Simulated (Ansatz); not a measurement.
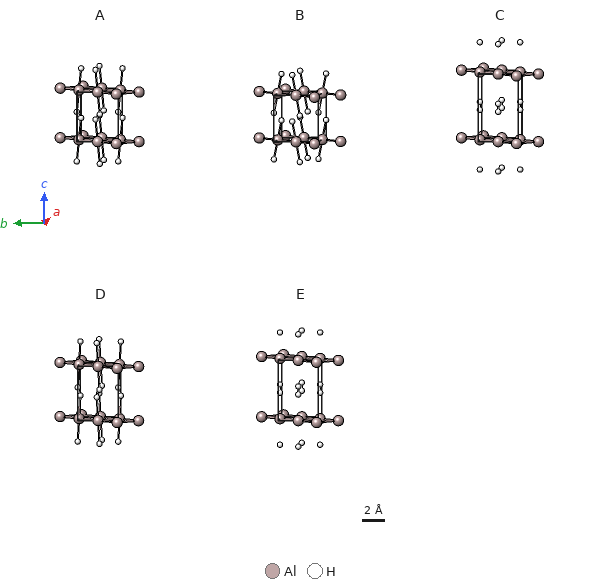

5 geometries from one relaxation of solid AlH$_{2}$ (a generated structure, set up in Cmme) (coarse preliminary run), in shuffled order. The picture is a ball-and-stick view of the cell of the calculation, seen from a free direction.

Theory: DFT PBE, scalar-relativistic, plane waves, PAW (Ansatz 0.2.0). (plane-wave cutoff 420 eV; k-point mesh 4 × 4 × 4; occupations gaussian; smearing width 0.1 eV; no spin polarisation; cell and atoms relaxed; force threshold 0.04 eV/Å; at most 70 steps)

**Order the frames from highest to lowest energy.**

B, A, D, E, C. They are steps 0, 5, 7, 14, 22, at +353 meV per atom, +96.0 meV per atom, +53.1 meV per atom, +17.7 meV per atom relative to the last. The largest moves relative to the cell, 0.54 Å, are those of H atoms. Al stays in place. The drawn cell changes as follows: a = b 4.229 → 3.807 Å (−10.0 %), c 4.410 → 6.421 Å (+45.6 %), γ 104.9° → 95.0°; the volume changes by +21.6 %. Near-neighbour distances that change, for instance: Al–H 1.963 → 2.831 Å, Al–Al 3.354 → 2.806 Å, H–H 1.237 → 0.759 Å. New bonds form: H–H (1.24 → 0.76 Å). The space group (tolerance 0.01 Å) goes from Cmme (No. 67) to Pmmm (No. 47). Over 18 accepted moves (22 points after the start) the energy falls by 353 meV per atom. Largest force component: 0.74 eV/Å at the start, 0.025 eV/Å at the end. The pressure goes from −4.67 to 0.06 GPa. The line search rejected the trial steps at points 2, 10 of the run. The SCF was repeated twice at an unchanged geometry on a basis and grid sized afresh for the cell, which shifted the energy by 10.7 meV per atom at most. The run took 24 s on 1 thread of Arm Neoverse V2, on a shared host, peak memory 0.32 GiB.

Limits of the set-up: the k-point mesh is coarse for a cell with partly filled bands.
